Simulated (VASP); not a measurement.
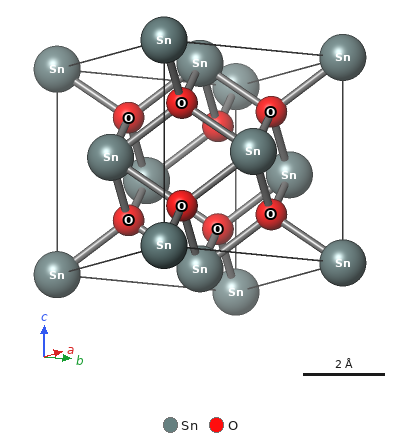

**Figure 1.** The input geometry (ball-and-stick view of the cell 4 times as large as that of the calculation, set on its symmetry axes, seen at an oblique angle).

## SnO₂: geometry relaxation (part 1 of 3)

- system: SnO₂ (Fm-3m, 3 atoms in the cell)
- method: Kohn-Sham DFT of a periodic cell, MS2, VASP PAW PBE potentials, recommended, no spin polarisation (VASP 6.6.1)

The structure derives from a Materials Project entry.

OSZICAR
```
N       E                     dE             d eps       ncg     rms          rms(c)
DAV:   1     0.216383996554E+03    0.21638E+03   -0.14070E+04  1215   0.237E+03
DAV:   2    -0.205354046063E+02   -0.23692E+03   -0.23047E+03  1391   0.491E+02
DAV:   3    -0.408478812720E+02   -0.20312E+02   -0.20030E+02  1335   0.139E+02
DAV:   4    -0.414090769261E+02   -0.56120E+00   -0.56010E+00  1439   0.228E+01
DAV:   5    -0.414205511929E+02   -0.11474E-01   -0.11473E-01  1505   0.322E+00    0.989E+00
DAV:   6    -0.168640164520E+02    0.24557E+02   -0.13277E+01  1320   0.102E+02    0.443E+00
DAV:   7    -0.224715905209E+02   -0.56076E+01   -0.55243E+00  1195   0.362E+01    0.355E+00
DAV:   8    -0.194103986654E+02    0.30612E+01   -0.22317E+00  1198   0.186E+01    0.147E+00
DAV:   9    -0.194101497661E+02    0.24890E-03   -0.30868E-01  1283   0.713E+00    0.769E-01
DAV:  10    -0.194269808125E+02   -0.16831E-01   -0.21361E-02  1399   0.171E+00    0.571E-01
DAV:  11    -0.193825315300E+02    0.44449E-01   -0.85422E-02  1196   0.314E+00    0.177E-01
DAV:  12    -0.193832401421E+02   -0.70861E-03   -0.41407E-03  1346   0.111E+00    0.184E-01
DAV:  13    -0.193802109080E+02    0.30292E-02   -0.40872E-03  1487   0.795E-01    0.403E-02
DAV:  14    -0.193829736105E+02   -0.27627E-02   -0.13223E-03  1208   0.513E-01    0.191E-02
DAV:  15    -0.193830170845E+02   -0.43474E-04   -0.22096E-04  1260   0.182E-01    0.176E-02
DAV:  16    -0.193830990440E+02   -0.81959E-04   -0.26208E-05  1435   0.751E-02    0.162E-02
DAV:  17    -0.193830913672E+02    0.76768E-05   -0.27591E-05  1312   0.587E-02    0.403E-03
DAV:  18    -0.193831039436E+02   -0.12576E-04   -0.22456E-06  1225   0.194E-02    0.128E-03
DAV:  19    -0.193831001284E+02    0.38153E-05   -0.18654E-07  1123   0.532E-03    0.103E-03
DAV:  20    -0.193830975173E+02    0.26111E-05   -0.34098E-08   653   0.249E-03    0.563E-04
DAV:  21    -0.193830942175E+02    0.32998E-05   -0.13922E-08   621   0.244E-03    0.124E-04
DAV:  22    -0.193830943445E+02   -0.12705E-06   -0.29247E-09   619   0.929E-04    0.101E-04
DAV:  23    -0.193830940749E+02    0.26966E-06   -0.69687E-10   616   0.515E-04    0.580E-05
DAV:  24    -0.193830939619E+02    0.11299E-06   -0.34498E-10   613   0.320E-04    0.231E-05
DAV:  25    -0.193830939049E+02    0.56924E-07   -0.10569E-10   611   0.142E-04
   1 F= -.19383094E+02 E0= -.19383039E+02  d E =-.193831E+02
       N       E                     dE             d eps       ncg     rms          rms(c)
DAV:   1    -0.217651896960E+02   -0.23821E+01   -0.51012E+01  1541   0.132E+02    0.101E+01
DAV:   2    -0.197449427902E+02    0.20202E+01   -0.52340E+00  1503   0.417E+01    0.336E+00
DAV:   3    -0.193766096434E+02    0.36833E+00   -0.58877E-01  1521   0.211E+01    0.119E+00
DAV:   4    -0.193545591228E+02    0.22051E-01   -0.46382E-01  1221   0.229E+01    0.409E-01
DAV:   5    -0.193572085330E+02   -0.26494E-02   -0.11843E-01  1201   0.757E+00    0.180E-01
DAV:   6    -0.193550399306E+02    0.21686E-02   -0.10654E-02  1425   0.141E+00    0.115E-01
DAV:   7    -0.193591194857E+02   -0.40796E-02   -0.83998E-03  1194   0.175E+00    0.687E-02
DAV:   8    -0.193594591269E+02   -0.33964E-03   -0.21580E-03  1196   0.860E-01    0.310E-02
DAV:   9    -0.193597940275E+02   -0.33490E-03   -0.54740E-04  1196   0.300E-01    0.664E-03
DAV:  10    -0.193598123636E+02   -0.18336E-04   -0.23287E-05  1443   0.687E-02    0.449E-03
DAV:  11    -0.193598376057E+02   -0.25242E-04   -0.12497E-05  1201   0.583E-02    0.319E-03
DAV:  12    -0.193598297488E+02    0.78569E-05   -0.91961E-07  1312   0.147E-02    0.142E-03
DAV:  13    -0.193598215676E+02    0.81812E-05   -0.49111E-07  1228   0.917E-03    0.602E-04
DAV:  14    -0.193598226644E+02   -0.10968E-05   -0.72593E-08   626   0.424E-03    0.240E-04
DAV:  15    -0.193598229015E+02   -0.23707E-06   -0.17109E-08   611   0.193E-03    0.106E-04
DAV:  16    -0.193598230834E+02   -0.18194E-06   -0.68382E-09   604   0.204E-03    0.708E-05
DAV:  17    -0.193598228200E+02    0.26340E-06   -0.15596E-09   601   0.927E-04    0.319E-05
DAV:  18    -0.193598227504E+02    0.69610E-07   -0.43526E-10   601   0.314E-04
   2 F= -.19359823E+02 E0= -.19359823E+02  d E =0.232712E-01
       N       E                     dE             d eps       ncg     rms          rms(c)
DAV:   1    -0.200327968115E+02   -0.67297E+00   -0.16947E+01  1542   0.942E+01    0.536E+00
DAV:   2    -0.195326749195E+02    0.50012E+00   -0.16934E+00  1420   0.206E+01    0.176E+00
DAV:   3    -0.194498352536E+02    0.82840E-01   -0.17176E-01  1481   0.978E+00    0.684E-01
DAV:   4    -0.194109500087E+02    0.38885E-01   -0.13917E-01  1204   0.105E+01    0.181E-01
DAV:   5    -0.194342736791E+02   -0.23324E-01   -0.49108E-02  1270   0.429E+00    0.992E-02
DAV:   6    -0.194321636643E+02    0.21100E-02   -0.38137E-03  1194   0.103E+00    0.569E-02
DAV:   7    -0.194321746764E+02   -0.11012E-04   -0.34707E-03  1191   0.100E+00    0.242E-02
DAV:   8    -0.194324708122E+02   -0.29614E-03   -0.11149E-03  1192   0.577E-01    0.118E-02
DAV:   9    -0.194328418180E+02   -0.37101E-03   -0.13012E-04  1193   0.139E-01    0.411E-03
DAV:  10    -0.194328166694E+02    0.25149E-04   -0.11894E-05  1330   0.635E-02    0.125E-03
DAV:  11    -0.194328051838E+02    0.11486E-04   -0.38822E-06  1233   0.302E-02    0.156E-03
DAV:  12    -0.194328122258E+02   -0.70420E-05   -0.20687E-07  1024   0.757E-03    0.549E-04
DAV:  13    -0.194328157524E+02   -0.35266E-05   -0.10279E-07   750   0.475E-03    0.292E-04
DAV:  14    -0.194328162971E+02   -0.54465E-06   -0.37535E-08   604   0.321E-03    0.158E-04
DAV:  15    -0.194328175297E+02   -0.12326E-05   -0.99235E-09   603   0.166E-03    0.577E-05
DAV:  16    -0.194328171325E+02    0.39716E-06   -0.21605E-09   604   0.875E-04    0.366E-05
DAV:  17    -0.194328171408E+02   -0.82855E-08   -0.83966E-10   601   0.699E-04
   3 F= -.19432817E+02 E0= -.19432817E+02  d E =-.497232E-01
       N       E                     dE             d eps       ncg     rms          rms(c)
DAV:   1    -0.194356460519E+02   -0.28289E-02   -0.63540E-02  1532   0.523E+00    0.338E-01
DAV:   2    -0.194330700741E+02    0.25760E-02   -0.65038E-03  1446   0.139E+00    0.110E-01
DAV:   3    -0.194326295905E+02    0.44048E-03   -0.64811E-04  1501   0.673E-01    0.426E-02
DAV:   4    -0.194325932413E+02    0.36349E-04   -0.53751E-04  1206   0.702E-01    0.126E-02
DAV:   5    -0.194326724462E+02   -0.79205E-04   -0.16192E-04  1278   0.259E-01    0.598E-03
DAV:   6    -0.194327446836E+02   -0.72237E-04   -0.15042E-05  1194   0.598E-02    0.352E-03
DAV:   7    -0.194327947828E+02   -0.50099E-04   -0.13754E-05  1190   0.647E-02    0.168E-03
DAV:   8    -0.194328040826E+02   -0.92998E-05   -0.35285E-06  1192   0.321E-02    0.922E-04
DAV:   9    -0.194327928952E+02    0.11187E-04   -0.55364E-07  1193   0.924E-03    0.245E-04
DAV:  10    -0.194327949577E+02   -0.20625E-05   -0.34386E-08   745   0.364E-03    0.658E-05
DAV:  11    -0.194327955323E+02   -0.57455E-06   -0.15373E-08   599   0.199E-03    0.908E-05
DAV:  12    -0.194327952091E+02    0.32315E-06   -0.20708E-09   595   0.833E-04    0.224E-05
DAV:  13    -0.194327950990E+02    0.11018E-06   -0.77228E-10   595   0.397E-04    0.168E-05
DAV:  14    -0.194327949354E+02    0.16361E-06   -0.12835E-10   595   0.180E-04    0.783E-06
DAV:  15    -0.194327948723E+02    0.63061E-07   -0.66573E-11   595   0.133E-04
   4 F= -.19432795E+02 E0= -.19432795E+02  d E =-.497010E-01
       N       E                     dE             d eps       ncg     rms          rms(c)
DAV:   1    -0.194329932864E+02   -0.19835E-03   -0.52431E-03  1532   0.151E+00    0.970E-02
DAV:   2    -0.194326794935E+02    0.31379E-03   -0.53601E-04  1446   0.397E-01    0.316E-02
DAV:   3    -0.194326289165E+02    0.50577E-04   -0.53401E-05  1501   0.192E-01    0.122E-02
DAV:   4    -0.194326375956E+02   -0.86792E-05   -0.44348E-05  1206   0.201E-01    0.359E-03
DAV:   5    -0.194326500663E+02   -0.12471E-04   -0.13462E-05  1294   0.746E-02    0.172E-03
DAV:   6    -0.194326719179E+02   -0.21852E-04   -0.12207E-06  1194   0.171E-02    0.101E-03
DAV:   7    -0.194326852772E+02   -0.13359E-04   -0.11321E-06  1190   0.186E-02    0.481E-04
DAV:   8    -0.194326876023E+02   -0.23251E-05   -0.29574E-07  1128   0.937E-03    0.263E-04
DAV:   9    -0.194326843011E+02    0.33013E-05   -0.44089E-08   692   0.268E-03    0.568E-05
DAV:  10    -0.194326849306E+02   -0.62951E-06   -0.56163E-09   595   0.111E-03    0.275E-05
DAV:  11    -0.194326849226E+02    0.79563E-08   -0.14210E-09   595   0.571E-04
   5 F= -.19432685E+02 E0= -.19432685E+02  d E =-.495910E-01
       N       E                     dE             d eps       ncg     rms          rms(c)
DAV:   1    -0.194329924318E+02   -0.30750E-03   -0.78990E-03  1532   0.186E+00    0.119E-01
DAV:   2    -0.194329128001E+02    0.79632E-04   -0.80752E-04  1446   0.484E-01    0.388E-02
DAV:   3    -0.194328920927E+02    0.20707E-04   -0.80397E-05  1500   0.235E-01    0.150E-02
DAV:   4    -0.194328593076E+02    0.32785E-04   -0.66736E-05  1206   0.246E-01    0.439E-03
DAV:   5    -0.194328560081E+02    0.32995E-05   -0.20363E-05  1262   0.915E-02    0.211E-03
DAV:   6    -0.194328277743E+02    0.28234E-04   -0.18746E-06  1194   0.212E-02    0.124E-03
DAV:   7    -0.194328125565E+02    0.15218E-04   -0.17137E-06  1190   0.228E-02    0.589E-04
DAV:   8    -0.194328098111E+02    0.27454E-05   -0.44537E-07  1192   0.114E-02    0.321E-04
DAV:   9    -0.194328140738E+02   -0.42627E-05   -0.65675E-08   843   0.323E-03    0.797E-05
DAV:  10    -0.194328132872E+02    0.78662E-06   -0.64251E-09   596   0.138E-03    0.255E-05
DAV:  11    -0.194328132104E+02    0.76783E-07   -0.21662E-09   595   0.768E-04
   6 F= -.19432813E+02 E0= -.19432813E+02  d E =-.128288E-03
       N       E                     dE             d eps       ncg     rms          rms(c)
DAV:   1    -0.194328152777E+02   -0.19904E-05   -0.14859E-05  1530   0.804E-02    0.516E-03
DAV:   2    -0.194328071753E+02    0.81024E-05   -0.15249E-06  1433   0.211E-02    0.169E-03
DAV:   3    -0.194328060391E+02    0.11362E-05   -0.11646E-07   674   0.102E-02    0.658E-04
DAV:   4    -0.194328066636E+02   -0.62455E-06   -0.11040E-07   748   0.939E-03    0.173E-04
DAV:   5    -0.194328072304E+02   -0.56675E-06   -0.38491E-08   595   0.399E-03    0.117E-04
DAV:   6    -0.194328082951E+02   -0.10647E-05   -0.85640E-09   595   0.180E-03    0.783E-05
DAV:   7    -0.194328090365E+02   -0.74137E-06   -0.36166E-09   595   0.127E-03    0.507E-05
DAV:   8    -0.194328089948E+02    0.41675E-07   -0.14450E-09   595   0.646E-04
   7 F= -.19432809E+02 E0= -.19432809E+02  d E =-.124072E-03
       N       E                     dE             d eps       ncg     rms          rms(c)
DAV:   1    -0.194328782831E+02   -0.69247E-04   -0.15981E-03  1532   0.835E-01    0.535E-02
DAV:   2    -0.194327471897E+02    0.13109E-03   -0.16333E-04  1446   0.219E-01    0.175E-02
DAV:   3    -0.194327268269E+02    0.20363E-04   -0.16284E-05  1500   0.106E-01    0.674E-03
DAV:   4    -0.194327336460E+02   -0.68191E-05   -0.13501E-05  1206   0.111E-01    0.198E-03
DAV:   5    -0.194327394799E+02   -0.58338E-05   -0.41061E-06  1294   0.411E-02    0.949E-04
DAV:   6    -0.194327517075E+02   -0.12228E-04   -0.37252E-07  1194   0.946E-03    0.557E-04
DAV:   7    -0.194327589965E+02   -0.72891E-05   -0.34468E-07  1190   0.102E-02    0.264E-04
DAV:   8    -0.194327602652E+02   -0.12687E-05   -0.87803E-08   900   0.515E-03    0.145E-04
DAV:   9    -0.194327584890E+02    0.17762E-05   -0.14087E-08   597   0.157E-03    0.232E-05
DAV:  10    -0.194327587269E+02   -0.23791E-06   -0.22490E-09   595   0.667E-04    0.233E-05
DAV:  11    -0.194327587453E+02   -0.18435E-07   -0.44052E-10   595   0.361E-04
   8 F= -.19432759E+02 E0= -.19432759E+02  d E =-.738227E-04
```

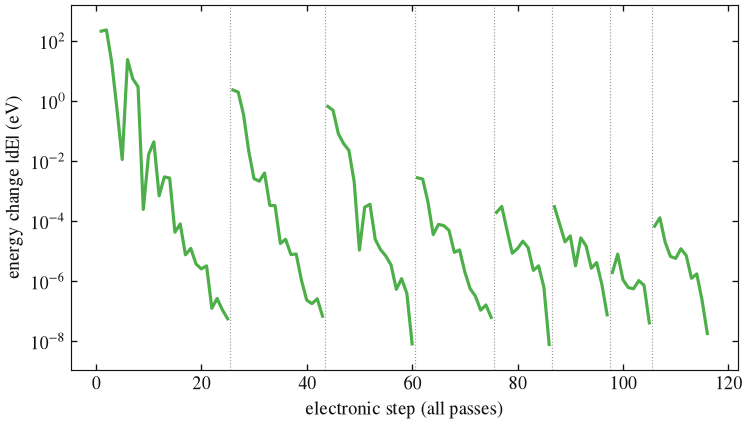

**Figure 2.** Convergence of the self-consistent field: energy change |dE| against the electronic step. Each stretch between dotted lines is the SCF of one geometry step of a relaxation. The 8 ionic steps take 8 to 25 electronic steps each. The density is held fixed in the first few steps, and dE rises again when its update begins.

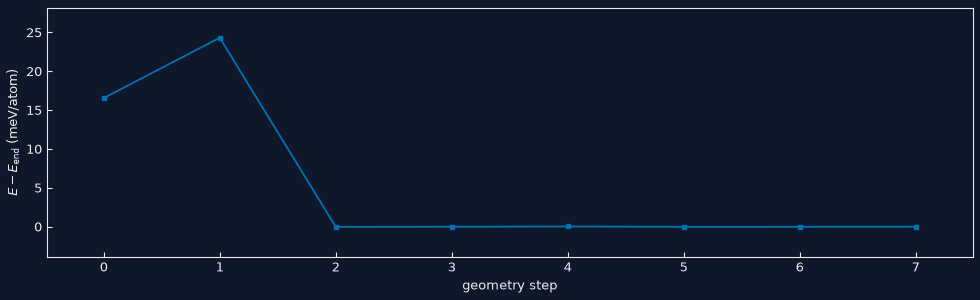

**Figure 3.** Progress of the relaxation, step by step (steps are counted from 0).

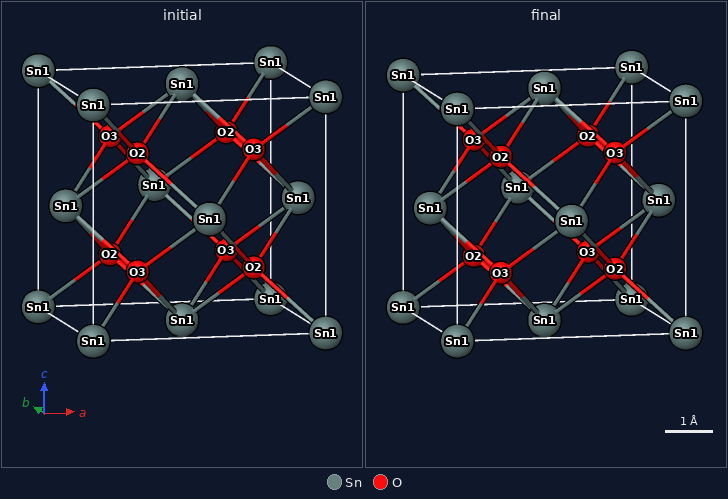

**Figure 4.** Before (left) and after (right) the relaxation, at one scale (ball-and-stick view of the cell 4 times as large as that of the calculation, set on its symmetry axes, seen slightly off an axis). The atoms keep their places relative to the cell (all moves are under 0.005 Å). The volume changes by −4.9 %, with a = b = c 5.148 → 5.062 Å (−1.7 %). Among the contacts that change: Sn1–O2 2.229 → 2.192 Å. The space group stays Fm-3m (No. 225). Over 7 geometry steps the energy falls by 16.6 meV per atom. All forces vanish by symmetry, so only the cell relaxes. (Atoms are counted from 1 in the order of the input.)

Parts of OUTCAR
```
SYSTEM = SnO2
   PREC = Accurate
   ENCUT = 600
   EDIFF = 1E-7
   ISMEAR = 0
   LREAL = .False.
   LASPH = .True.
   NELM = 60
   ISIF = 3
   METAGGA = MS2
   IBRION = 2
   NSW = 60
   EDIFFG = -0.005

 ion  position               nearest neighbor table
   1  0.000  0.000  0.000-   2 2.23   3 2.23   2 2.23   2 2.23   2 2.23   3 2.23   3 2.23   3 2.23

   2  0.750  0.750  0.750-   1 2.23   1 2.23   1 2.23   1 2.23
   3  0.250  0.250  0.250-   1 2.23   1 2.23   1 2.23   1 2.23

  LATTYP: Found a face centered cubic cell.
 ALAT       =     5.1483000000

  Lattice vectors:

 A1 = (   0.0000000000,   2.5741500000,   2.5741500000)
 A2 = (   2.5741500000,   0.0000000000,   2.5741500000)
 A3 = (   2.5741500000,   2.5741500000,   0.0000000000)

Analysis of symmetry for initial positions (statically):
=====================================================================
 Subroutine PRICEL returns:
 Original cell was already a primitive cell.

 Routine SETGRP: Setting up the symmetry group for a
 face centered cubic supercell.

 Subroutine GETGRP returns: Found 48 space group operations
 (whereof 48 operations were pure point group operations)
 out of a pool of 48 trial point group operations.

The static configuration has the point symmetry O_h .

Analysis of symmetry for dynamics (positions and initial velocities):
=====================================================================
 Subroutine PRICEL returns:
 Original cell was already a primitive cell.

 Routine SETGRP: Setting up the symmetry group for a
 face centered cubic supercell.

 Subroutine GETGRP returns: Found 48 space group operations
 (whereof 48 operations were pure point group operations)
 out of a pool of 48 trial point group operations.

The dynamic configuration has the point symmetry O_h .

 Subroutine INISYM returns: Found 48 space group operations
 (whereof 48 operations are pure point group operations),
 and found     1 'primitive' translations

----------------------------------------------------------------------------------------

                                     Primitive cell

  volume of cell :      34.1139

  direct lattice vectors                    reciprocal lattice vectors
     0.000000000  2.574150000  2.574150000    -0.194238875  0.194238875  0.194238875
     2.574150000  0.000000000  2.574150000     0.194238875 -0.194238875  0.194238875
     2.574150000  2.574150000  0.000000000     0.194238875  0.194238875 -0.194238875

  length of vectors
     3.640397842  3.640397842  3.640397842     0.336431600  0.336431600  0.336431600
```
